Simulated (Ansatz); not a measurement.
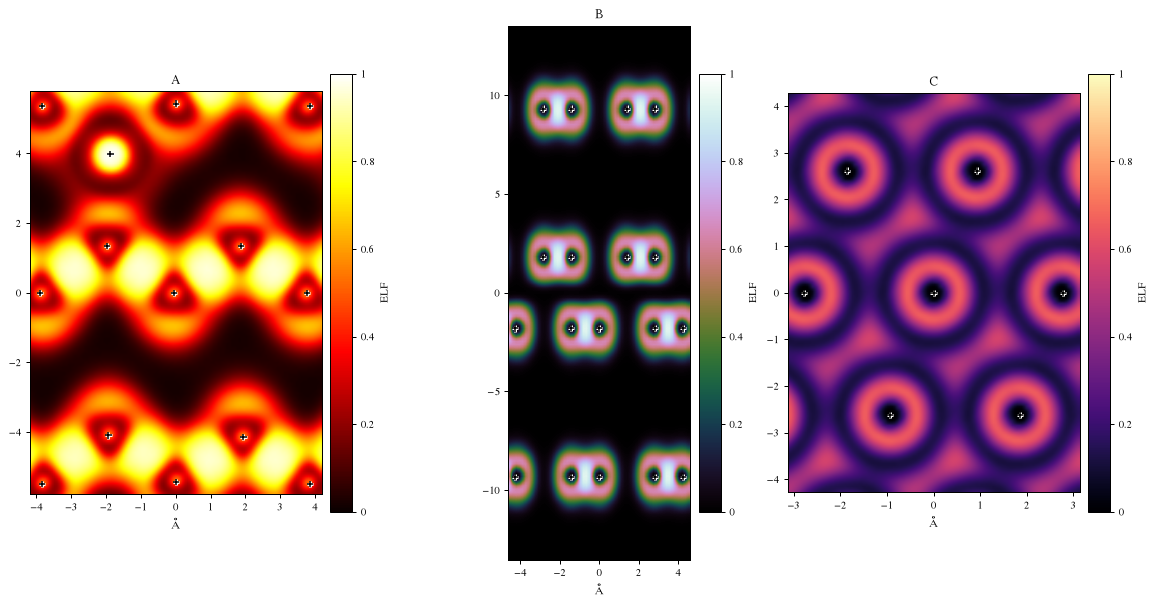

The electron localisation function of 3 systems, each on a plane through atoms (crosses mark nuclei in the plane).

Computed with DFT PBEsol, scalar-relativistic, plane waves, PAW (Ansatz 0.2.0).

System 1: C (slab), the (110) plane of the calculation cell, a cut from vacuum to vacuum. 

System 2: CoSi$_{16}$ (cell with a defect), the (11̄0) plane of the calculation cell. Spin-polarised.

System 3: Ti, the (001) plane of the conventional cell. Space group P-1; computed without spin polarisation.

```xyz
4
Lattice="1.6051 -1.6051 1.6051 -1.6051 -1.6051 1.6051 0.1605 -6.5810 -6.2600" Properties=species:S:1:pos:R:3 pbc="T T T"
Ti    0.0803   -3.2905    1.6854
Ti    0.0803   -6.5007   -4.7351
Ti    0.0803   -6.5007   -1.5249
Ti    0.0803   -3.2905   -1.5249
```

Match each panel to its system.

Panel A is system 2, CoSi$_{16}$: the plane holds Si and Co. Si–Si (2.33 Å): the ELF peaks at about 0.95 between the atoms. Panel B is system 1, C: the plane holds C. C–C (1.42 Å): the ELF peaks at about 0.95 between the atoms. Panel C is system 3, Ti: the plane holds Ti. Ti–Ti (2.78 Å): the ELF is about 0.20 at the midpoint: no localised pair shows between them.
